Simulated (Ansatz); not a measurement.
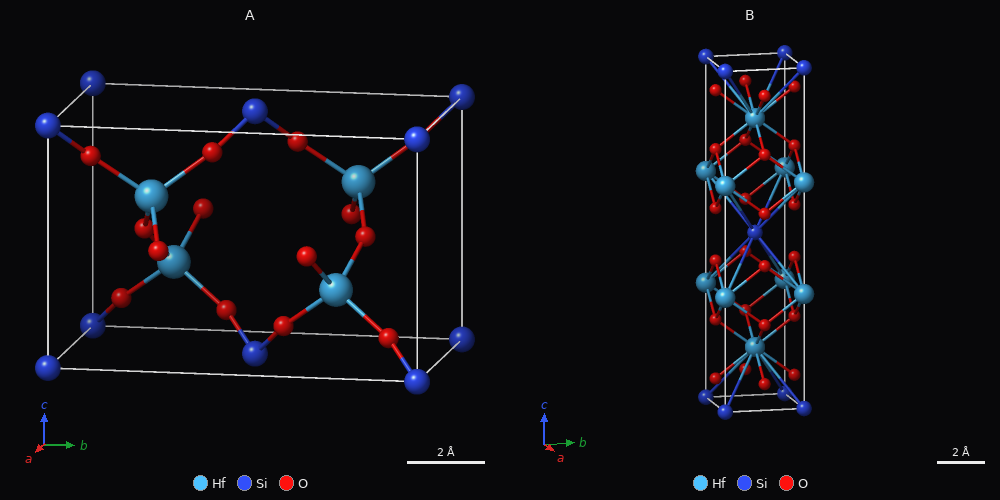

Two structures of Hf2SiO6, each relaxed to rest (conventional cells in solid outline, small ones repeated, not to one scale). Method: DFT PBE, scalar-relativistic, plane waves, PAW in Ansatz, without spin polarisation.

Which structures are these?

A: 18 atoms a cell on a base-centred orthorhombic lattice, C222. B: 18 atoms a cell on a body-centred tetragonal lattice, I4/mmm.

A or B: which is lower in energy?

A is lower, by 456 meV/atom at this level of theory (energies at zero smearing). Volumes: A 20.9, B 10.2 Å³/atom.

One or both may be structure types tried for this composition rather than known phases.
